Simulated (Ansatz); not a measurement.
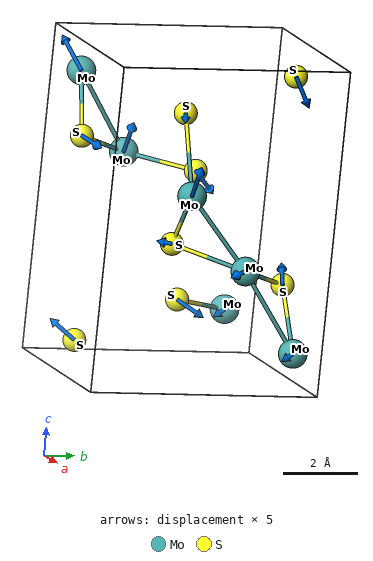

A relaxation of a crystal of MoS2 (built on the SiS2-72 type type). The starting structure is drawn; blue arrows show the displacements (the part carried along by the change of the cell is left out), 5 times their true length.

Style: ball-and-stick. Shown: the cell of the calculation, reduced to other axes, slightly off an axis. Lengths and directions refer to the drawn axes.

Case: shaken.

Level of theory: DFT, PBEsol, plane waves, PAW in Ansatz. Set-up: plane-wave cutoff 420 eV; k-point mesh 4 × 4 × 4; occupations fermi dirac; smearing width 0.05 eV; no spin polarisation; cell and atoms relaxed; force threshold 0.01 eV/Å; at most 120 steps.

> Describe the change and its energy.

The largest move relative to the cell is that of a Mo atom, 0.25 Å roughly along [−2 −1 1]. By element the largest moves are Mo 0.25 Å, S 0.20 Å. Cell: a 5.503 → 5.561 Å (+1.0 %), b 6.221 → 6.368 Å (+2.4 %), c 10.139 → 10.265 Å (+1.2 %), α 83.9° → 82.4°, β 74.6° → 73.8°, γ 65.6° → 64.4°. Volume +3.3 %. Near-neighbour distances that change, for instance: Mo–S 1.900 → 2.262 Å, Mo–S 1.948 → 2.263 Å, Mo–S 2.554 → 2.262 Å, Mo–S 2.073 → 2.262 Å. Among the angles between lasting bonds that change: Mo–Mo–S 112.9° → 128.6°, Mo–Mo–S 117.8° → 129.0°, Mo–Mo–Mo 170.3° → 179.8°. The space group (tolerance 0.01 Å) goes from P1 (No. 1) to C2/c (No. 15). Over 7 accepted moves (8 points after the start) the energy falls by 359 meV per atom. The largest force component goes from 8.7 to 0.0011 eV/Å. The pressure goes from 9.62 to 0.00 GPa. At 1 point the geometry stayed and the basis and grid were re-selected for the new cell (energy shift of 0.1 meV per atom at most each time).
